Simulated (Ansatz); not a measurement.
# Geometry relaxation of Cu (part 1 of 2)

System: Cu (2 atoms in the cell).
Method: DFT r2SCAN, scalar-relativistic, plane waves, PAW (Ansatz 0.2.0).

The structure derives from a Materials Project entry. The run did not end well. It belongs to a series of runs on one base structure; here: biaxial strain in the a-b plane, c and atoms relaxed: +6.0 %. Figures and captions count atoms from 1; the log counts them from 0 in places.

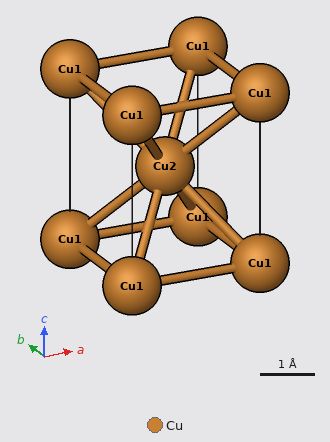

Figure 1. The starting structure (ball-and-stick view of the cell of the calculation, seen at an oblique angle; atoms are numbered from 1 in the order of the input). An atom can appear more than once, as a periodic image.

Input
```yaml
crystal:
  lattice:
    - [1.8956309836, 1.8956309836, 0.0]
    - [-1.8956309836, 1.8956309836, 0.0]
    - [0.0, 0.0, 3.4479023928]
  atoms:
    - { symbol: Cu, position: [0.0, 0.0, 0.0] }
    - { symbol: Cu, position: [0.5, 0.5, 0.5] }
basis:
  ecutwfc: 500
kpoints:
  mp_grid: { grid: [20, 20, 14] }
hamiltonian:
  xc: r2scan
scf:
  occupations: { method: gaussian, width: 0.1 }
output:
  forces: true
  stress: true
  eigenvalues: true
relax:
  adjacent_minimum: "off"
  f_tol: 0.008
  max_steps: 40
  cell: { stress_tol: 0.015, fix: [a, b, gamma] }
```

Launched with:
```bash
ansatz run input.yaml --threads 1 --pin off --max-ram 2560MiB --backend cpu --events-out ev --progress --plain --runs-dir out
```

Log
```
Engine: ansatz 0.2.0, x86_64-unknown-linux-gnu
Pseudopotentials: kind: paw
Pseudopotential: Cu, paw, valence charge 19, recommended cutoff 500 eV (meta_gga), Cu.paw.azcp
Functional definition: r2SCAN
  parameter k0 = 0.174
  parameter k1 = 0.065
  parameter a1 = 4.9479
  exchange = r2scan_x(k0 = k0, k1 = k1, a1 = a1)
  correlation = r2scan_c
Crystal: 2 atoms, lattice volume = 24.780 Å³
Basis set: ecut = 500 eV, 625 PW (Γ), exchange–correlation on 80×80×108 points (64 copies of the dense FFT grid, shifted against one another)
Bands: 23, of which v1, the nominal top of the filled ones, is band 19 counted from 1 (18 counted from 0)
Symmetry: 32 space group operations
Space group: I4/mmm (ITA 139), of the structure as read, at distance tolerance 2.9e-5 Å
k-points: 528 of 5600
Non-local potential: Cu, projectors of the file, l = 0: 3, l = 1: 2, l = 2: 3, l = 3: 1
PAW form: soft (Blöchl's): semilocal exchange-correlation on the pseudo side does not see the compensation charge
PAW frozen core: Cu, regenerated for the run's functional (the file was generated under x = pbe(κ = 0.804, μ = 0.2195149727645171), c = pbe(β = 0.06672455060314922))
PAW one-centre angular grid: Cu, 590 points (default); XC on 160 Gauss nodes
Initial density: superposition of atomic densities (neutral atoms: chi_scale 0, normalization atom), corrected by the library's trained network
Initial wavefunctions: pseudopotential atomic-orbital guess
Functional: x = r2scan, c = r2scan; τ floored in thin density (d = 2e-4 eV/Å³)
SCF iter   1: F=—  HF=-13262.432216 eV  |F-HF|=—  |Δ(HF+E_count)|=         —  Δρ=4.03e-2  dr2=2.23e-1  dr2_τ=1.95e-3  ethr=1.77e-3  ⟨swp⟩=4.8  Hψ=44104  notcnv=0
preconditioner: auto → none  [metal: Δε(μ)=0.008 eV  Ē_g=10.943 eV  σ=0.100 eV  W_gap=0.05  n_scr=6 (ndim 8)  ℏωp=35.0 eV  f_vac=0.000  D(μ)=0.71/eV (n_scr^D=2)  sad-step TF]
SCF iter   2: F=—  HF=-13262.409992 eV  |F-HF|=—  |Δ(HF+E_count)|=   2.22e-2  Δρ=1.30e-2  dr2=1.59e-2  dr2_τ=2.49e-3  ethr=5.86e-4  ⟨swp⟩=2.0  Hψ=23832  notcnv=0  defer=87
SCF iter   3: F=—  HF=-13262.394173 eV  |F-HF|=—  |Δ(HF+E_count)|=   1.58e-2  Δρ=6.06e-3  dr2=6.16e-3  dr2_τ=4.97e-5  ethr=4.17e-5  ⟨swp⟩=2.0  Hψ=24091  notcnv=0  defer=87
SCF iter   4: F=—  HF=-13262.392313 eV  |F-HF|=—  |Δ(HF+E_count)|=   1.86e-3  Δρ=8.03e-4  dr2=4.67e-5  dr2_τ=3.13e-6  ethr=1.62e-5  ⟨swp⟩=1.9  Hψ=16678  notcnv=0  defer=87
SCF iter   5: F=—  HF=-13262.392428 eV  |F-HF|=—  |Δ(HF+E_count)|=   1.15e-4  Δρ=2.32e-4  dr2=4.42e-6  dr2_τ=8.89e-8  ethr=1.23e-7  ⟨swp⟩=2.0  Hψ=22279  notcnv=0  defer=87
SCF iter   6: F=—  HF=-13262.392437 eV  |F-HF|=—  |Δ(HF+E_count)|=   9.01e-6  Δρ=4.65e-5  dr2=2.34e-7  dr2_τ=4.14e-9  ethr=1.16e-8  ⟨swp⟩=2.0  Hψ=22111  notcnv=0  defer=87
SCF iter   7: F=-13262.392437 eV  HF=-13262.392437 eV  |F-HF|=1.19e-8  |Δ(HF+E_count)|=   1.29e-7  Δρ=8.44e-6  dr2=1.12e-8  dr2_τ=7.41e-11  ethr=2.63e-10  ⟨swp⟩=5.4  Hψ=49496  notcnv=0
SCF 1 converged in 7 iterations: F = -13262.392437 eV  dr2 = 1.12e-8
  greatest PAW one-centre occupation: 1.000 electrons in one spin orbital (limit 2), on the Cu atom at site 1 (counted from 0), in its partial waves of l = 0
relax step   1: F+E_penalty+E_count = -13262.39243693 eV  Δ(F+E_penalty+E_count) = +0.000e0 eV  max|allowed force component| = 4.437e-31 eV/Å  Δτ_max = 0.0000 Å  P = -10.495 GPa  Ω = 24.780 Å³  fix = [a, b, gamma]  reactions: a -11.486, b -11.486 GPa  (7 SCF iters, dr2 threshold 1.00e-7 eV, accepted)
Crystal: 2 atoms, lattice volume = 24.249 Å³
Basis set: ecut = 500 eV, 617 PW (Γ), exchange–correlation on 80×80×108 points (64 copies of the dense FFT grid, shifted against one another)
Initial density: handed on by an earlier stage of this run
Initial wavefunctions: those handed on with the density
iter 1 solved again at ethr=4.01e-5 eV; its pass at ethr=3.10e-3 eV (dr2=1.52e-2 eV) is discarded
SCF iter   1: F=—  HF=-13262.391969 eV  |F-HF|=—  |Δ(HF+E_count)|=         —  Δρ=1.01e-2  dr2=1.53e-2  dr2_τ=1.74e-2  ethr=4.01e-5  ⟨swp⟩=1.0  Hψ=58398  notcnv=0
preconditioner: auto → none  [metal: Δε(μ)=0.007 eV  Ē_g=10.873 eV  σ=0.100 eV  W_gap=0.04  n_scr=6 (ndim 8)  ℏωp=35.4 eV  f_vac=0.000  D(μ)=0.69/eV (n_scr^D=2)]
SCF iter   2: F=—  HF=-13262.423239 eV  |F-HF|=—  |Δ(HF+E_count)|=   3.13e-2  Δρ=1.42e-2  dr2=2.58e-2  dr2_τ=1.65e-4  ethr=4.01e-5  ⟨swp⟩=2.0  Hψ=23902  notcnv=0
SCF iter   3: F=—  HF=-13262.416903 eV  |F-HF|=—  |Δ(HF+E_count)|=   6.34e-3  Δρ=4.64e-3  dr2=2.54e-3  dr2_τ=3.25e-5  ethr=4.01e-5  ⟨swp⟩=2.4  Hψ=20198  notcnv=0
SCF iter   4: F=—  HF=-13262.416295 eV  |F-HF|=—  |Δ(HF+E_count)|=   6.08e-4  Δρ=2.55e-4  dr2=6.44e-6  dr2_τ=3.79e-7  ethr=6.67e-6  ⟨swp⟩=2.0  Hψ=17889  notcnv=0
SCF iter   5: F=—  HF=-13262.416309 eV  |F-HF|=—  |Δ(HF+E_count)|=   1.47e-5  Δρ=2.94e-4  dr2=1.03e-5  dr2_τ=5.23e-8  ethr=1.69e-8  ⟨swp⟩=2.0  Hψ=22273  notcnv=0
SCF iter   6: F=—  HF=-13262.416312 eV  |F-HF|=—  |Δ(HF+E_count)|=   2.28e-6  Δρ=1.67e-4  dr2=3.62e-6  dr2_τ=1.36e-8  ethr=1.69e-8  ⟨swp⟩=2.6  Hψ=17535  notcnv=0
SCF iter   7: F=—  HF=-13262.416311 eV  |F-HF|=—  |Δ(HF+E_count)|=   2.57e-7  Δρ=1.10e-4  dr2=1.58e-6  dr2_τ=5.53e-9  ethr=9.53e-9  ⟨swp⟩=1.0  Hψ=12144  notcnv=0
SCF iter   8: F=-13262.416311 eV  HF=-13262.416311 eV  |F-HF|=2.68e-9  |Δ(HF+E_count)|=   1.60e-7  Δρ=7.56e-6  dr2=7.35e-9  dr2_τ=1.75e-10  ethr=5.26e-10  ⟨swp⟩=3.0  Hψ=48622  notcnv=0
the search or the solves at the SCF's close seem to have found levels that the self-consistency loop had missed (the run counts 1). By its estimate they hold under 1e-12 electrons; where the run keeps them, the occupations were computed again with them
SCF 2 converged in 8 iterations: F = -13262.416311 eV  dr2 = 7.35e-9
relax step   2: F+E_penalty+E_count = -13262.41631108 eV  Δ(F+E_penalty+E_count) = -2.387e-2 eV  max|allowed force component| = 8.875e-30 eV/Å  Δτ_max = 0.0000 Å  P = -7.950 GPa  Ω = 24.249 Å³  energy of the carried Pulay correction = +3.032e-4 eV  fix = [a, b, gamma]  reactions: a -9.108, b -9.108 GPa  (8 SCF iters, dr2 threshold 2.00e-7 eV, accepted)
Crystal: 2 atoms, lattice volume = 23.210 Å³
Basis set: ecut = 500 eV, 575 PW (Γ), exchange–correlation on 80×80×108 points (64 copies of the dense FFT grid, shifted against one another)
iter 1 solved again at ethr=1.44e-4 eV; its pass at ethr=3.10e-3 eV (dr2=5.48e-2 eV) is discarded
SCF iter   1: F=—  HF=-13262.335773 eV  |F-HF|=—  |Δ(HF+E_count)|=         —  Δρ=1.97e-2  dr2=5.47e-2  dr2_τ=7.07e-2  ethr=1.44e-4  ⟨swp⟩=1.8  Hψ=64372  notcnv=0
preconditioner: auto → none  [metal: Δε(μ)=0.016 eV  Ē_g=11.210 eV  σ=0.100 eV  W_gap=0.09  n_scr=6 (ndim 8)  ℏωp=36.2 eV  f_vac=0.000  D(μ)=0.70/eV (n_scr^D=2)]
SCF iter   2: F=—  HF=-13262.458075 eV  |F-HF|=—  |Δ(HF+E_count)|=   1.22e-1  Δρ=2.66e-2  dr2=8.57e-2  dr2_τ=6.14e-4  ethr=1.44e-4  ⟨swp⟩=2.3  Hψ=24370  notcnv=0
SCF iter   3: F=—  HF=-13262.436037 eV  |F-HF|=—  |Δ(HF+E_count)|=   2.20e-2  Δρ=8.15e-3  dr2=7.20e-3  dr2_τ=8.89e-5  ethr=1.44e-4  ⟨swp⟩=2.2  Hψ=21567  notcnv=0  defer=25
SCF iter   4: F=—  HF=-13262.434232 eV  |F-HF|=—  |Δ(HF+E_count)|=   1.80e-3  Δρ=4.24e-4  dr2=2.15e-5  dr2_τ=1.22e-6  ethr=1.90e-5  ⟨swp⟩=2.0  Hψ=19515  notcnv=0  defer=26
SCF iter   5: F=—  HF=-13262.434295 eV  |F-HF|=—  |Δ(HF+E_count)|=   6.28e-5  Δρ=4.68e-4  dr2=2.59e-5  dr2_τ=2.24e-7  ethr=5.66e-8  ⟨swp⟩=2.0  Hψ=22211  notcnv=0  defer=26
SCF iter   6: F=—  HF=-13262.434303 eV  |F-HF|=—  |Δ(HF+E_count)|=   8.17e-6  Δρ=3.59e-4  dr2=1.53e-5  dr2_τ=7.36e-8  ethr=5.66e-8  ⟨swp⟩=1.6  Hψ=12927  notcnv=0  defer=26
SCF iter   7: F=—  HF=-13262.434302 eV  |F-HF|=—  |Δ(HF+E_count)|=   1.69e-6  Δρ=1.82e-4  dr2=3.98e-6  dr2_τ=1.94e-8  ethr=4.02e-8  ⟨swp⟩=1.0  Hψ=12102  notcnv=0  defer=26
SCF iter   8: F=-13262.434301 eV  HF=-13262.434301 eV  |F-HF|=1.63e-7  |Δ(HF+E_count)|=   4.16e-7  Δρ=3.59e-5  dr2=1.42e-7  dr2_τ=9.50e-10  ethr=5.26e-10  ⟨swp⟩=4.3  Hψ=54300  notcnv=0
SCF 3 converged in 8 iterations: F = -13262.434301 eV  dr2 = 1.42e-7
relax step   3: F+E_penalty+E_count = -13262.43430113 eV  Δ(F+E_penalty+E_count) = -1.799e-2 eV  max|allowed force component| = 1.331e-30 eV/Å  Δτ_max = 0.0000 Å  P = -1.813 GPa  Ω = 23.210 Å³  energy of the carried Pulay correction = +9.147e-4 eV  fix = [a, b, gamma]  reactions: a -2.959, b -2.959 GPa  (8 SCF iters, dr2 threshold 2.00e-7 eV, accepted)
Crystal: 2 atoms, lattice volume = 23.291 Å³
iter 1 solved again at ethr=1.06e-6 eV; its pass at ethr=3.10e-3 eV (dr2=4.02e-4 eV) is discarded
SCF iter   1: F=—  HF=-13262.433744 eV  |F-HF|=—  |Δ(HF+E_count)|=         —  Δρ=1.65e-3  dr2=3.89e-4  dr2_τ=4.66e-4  ethr=1.06e-6  ⟨swp⟩=2.0  Hψ=58717  notcnv=0
preconditioner: auto → none  [metal: Δε(μ)=0.003 eV  Ē_g=11.274 eV  σ=0.100 eV  W_gap=0.02  n_scr=6 (ndim 8)  ℏωp=36.1 eV  f_vac=0.000  D(μ)=0.67/eV (n_scr^D=2)]
SCF iter   2: F=—  HF=-13262.434540 eV  |F-HF|=—  |Δ(HF+E_count)|=   7.96e-4  Δρ=2.30e-3  dr2=6.46e-4  dr2_τ=4.35e-6  ethr=1.02e-6  ⟨swp⟩=2.0  Hψ=21818  notcnv=0
SCF iter   3: F=—  HF=-13262.434380 eV  |F-HF|=—  |Δ(HF+E_count)|=   1.61e-4  Δρ=7.59e-4  dr2=6.38e-5  dr2_τ=7.98e-7  ethr=1.02e-6  ⟨swp⟩=2.0  Hψ=16893  notcnv=0
SCF iter   4: F=—  HF=-13262.434359 eV  |F-HF|=—  |Δ(HF+E_count)|=   2.10e-5  Δρ=3.92e-5  dr2=1.53e-7  dr2_τ=1.10e-8  ethr=5.26e-10  ⟨swp⟩=5.9  Hψ=71770  notcnv=0
SCF iter   5: F=—  HF=-13262.434359 eV  |F-HF|=—  |Δ(HF+E_count)|=   4.86e-7  Δρ=7.24e-5  dr2=5.89e-7  dr2_τ=1.94e-9  ethr=4.03e-10  ⟨swp⟩=5.0  Hψ=53887  notcnv=0
SCF iter   6: F=-13262.434359 eV  HF=-13262.434359 eV  |F-HF|=6.75e-8  |Δ(HF+E_count)|=   2.56e-8  Δρ=2.66e-5  dr2=8.93e-8  dr2_τ=2.73e-10  ethr=4.03e-10  ⟨swp⟩=3.0  Hψ=44380  notcnv=0
SCF 4 converged in 6 iterations: F = -13262.434359 eV  dr2 = 8.93e-8
relax step   4: F+E_penalty+E_count = -13262.43435896 eV  Δ(F+E_penalty+E_count) = -5.783e-5 eV  max|allowed force component| = 3.667e-31 eV/Å  Δτ_max = 0.0000 Å  P = -2.354 GPa  Ω = 23.291 Å³  energy of the carried Pulay correction = +8.659e-4 eV  fix = [a, b, gamma]  reactions: a -3.500, b -3.500 GPa  (6 SCF iters, dr2 threshold 2.00e-7 eV, accepted)
Crystal: 2 atoms, lattice volume = 23.282 Å³
iter 1 solved again at ethr=1.76e-8 eV; its pass at ethr=3.10e-3 eV (dr2=6.69e-6 eV) is discarded
SCF iter   1: F=—  HF=-13262.434359 eV  |F-HF|=—  |Δ(HF+E_count)|=         —  Δρ=2.15e-4  dr2=6.50e-6  dr2_τ=5.89e-6  ethr=1.76e-8  ⟨swp⟩=2.0  Hψ=58521  notcnv=0
preconditioner: auto → none  [metal: Δε(μ)=0.002 eV  Ē_g=11.264 eV  σ=0.100 eV  W_gap=0.01  n_scr=6 (ndim 8)  ℏωp=36.1 eV  f_vac=0.000  D(μ)=0.67/eV (n_scr^D=2)]
SCF iter   2: F=—  HF=-13262.434369 eV  |F-HF|=—  |Δ(HF+E_count)|=   9.94e-6  Δρ=2.87e-4  dr2=1.01e-5  dr2_τ=7.14e-8  ethr=1.71e-8  ⟨swp⟩=2.0  Hψ=21336  notcnv=0
SCF iter   3: F=—  HF=-13262.434366 eV  |F-HF|=—  |Δ(HF+E_count)|=   2.79e-6  Δρ=2.36e-5  dr2=4.21e-8  dr2_τ=4.96e-10  ethr=1.71e-8  ⟨swp⟩=2.0  Hψ=17626  notcnv=0
SCF iter   4: F=—  HF=-13262.434366 eV  |F-HF|=—  |Δ(HF+E_count)|=   9.93e-9  Δρ=8.93e-6  dr2=1.30e-8  dr2_τ=1.36e-10  ethr=2.58e-11  ⟨swp⟩=5.3  Hψ=56148  notcnv=0
SCF iter   5: F=-13262.434366 eV  HF=-13262.434366 eV  |F-HF|=1.40e-9  |Δ(HF+E_count)|=   1.64e-9  Δρ=6.34e-6  dr2=4.08e-9  dr2_τ=2.86e-11  ethr=2.58e-11  ⟨swp⟩=4.1  Hψ=43668  notcnv=0
SCF 5 converged in 5 iterations: F = -13262.434366 eV  dr2 = 4.08e-9
```
